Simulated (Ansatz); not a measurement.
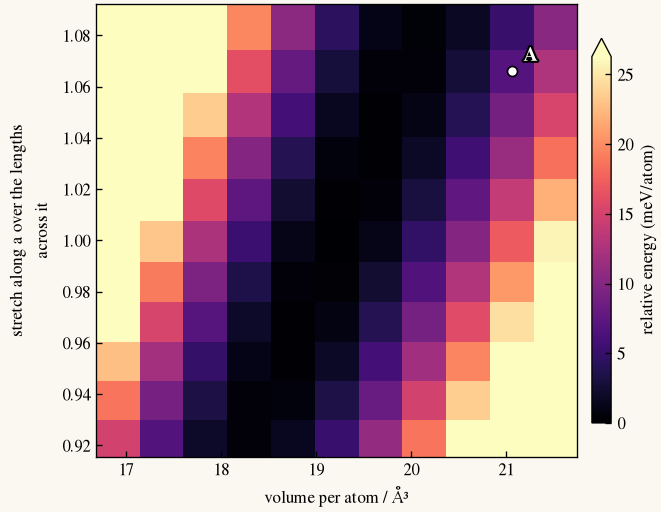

F (C2/m, No. 12; 4 atoms in the cell). The energy is mapped over volume and the cell's shape. First axis: volume per atom. Second axis: stretch along a over the lengths across it, relative to the relaxed cell. Nothing is relaxed (fractional coordinates fixed). Grid: 11 × 11 points. Points are written as (first, second). Energies: meV/atom, counted from the lowest grid point. The cutoff or the k-mesh is coarse on purpose, so the values aren't converged. These are results of Ansatz 0.2.0, DFT PBEsol, scalar-relativistic, plane waves, PAW, not measurements. Settings: cutoff 520 eV, k-mesh 4×4×2 in the order of the run's cell vectors, gaussian smearing 0.05 eV, no spin polarisation.

Drawn: one coloured cell a grid point, one colour for all values above the top of the scale, the point A.

Question: Is A at rest? If not, where is it pushed?

Answer: A, at (21.06 Å³, 1.066), is not a stationary point. The computed force is 11 meV/atom for each Å³ towards smaller values of volume per atom and 109 meV/atom for each unit towards larger values of the second coordinate.
